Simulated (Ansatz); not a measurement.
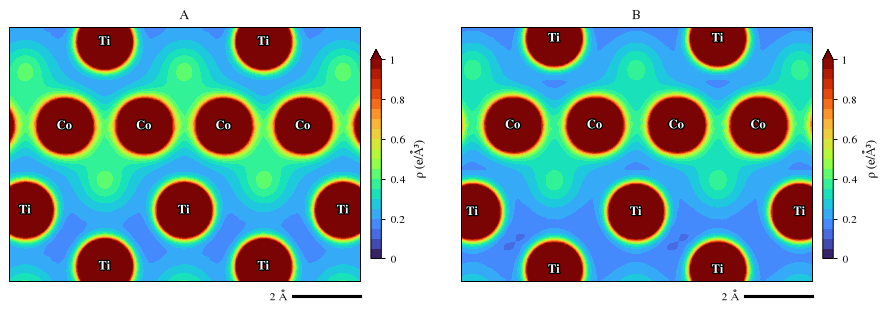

TiCo$_{2}$. The valence electron density of two cells that differ in size, on the (11̄0) plane of each (indices in the axes of the calculation cell), at one length scale and on one colour scale; one has 12.6 and the other 13.7 Å³ an atom.

Space group Fd-3m; spin-polarised.

These are results of DFT r2SCAN, scalar-relativistic, plane waves, PAW (Ansatz), not measurements.

The density is the valence pseudo-density of a PAW calculation; it isn't the true density close to the nuclei.

The larger cell:

```
Ti Co
1.0
     0.00000    3.45162    3.45162
     3.45162    0.00000    3.45162
     3.45162    3.45162    0.00000
Ti Co
2 4
Direct
  0.50000 0.50000 0.50000
  0.75000 0.75000 0.75000
  0.12500 0.12500 0.12500
  0.62500 0.12500 0.12500
  0.12500 0.12500 0.62500
  0.12500 0.62500 0.12500
```

The smaller cell: a = 4.740 Å, b = 4.740 Å, c = 4.740 Å, α = 60.00°, β = 60.00°, γ = 60.00°.

Which is the denser cell? Describe the effect of the change.

Panel A is the smaller cell, by 8 % in volume. From the larger cell to the smaller, Ti–Ti goes from 2.99 to 2.90 Å, and the density at its midpoint from 0.15 to 0.17 e/Å³; Ti–Co goes from 2.86 to 2.78 Å, and the density at its midpoint from 0.21 to 0.24 e/Å³; Co–Co goes from 2.44 to 2.37 Å; the pressure goes from −14 to −1.3 GPa; the largest moment (Co) goes from 1.7 to 1.6 μB.
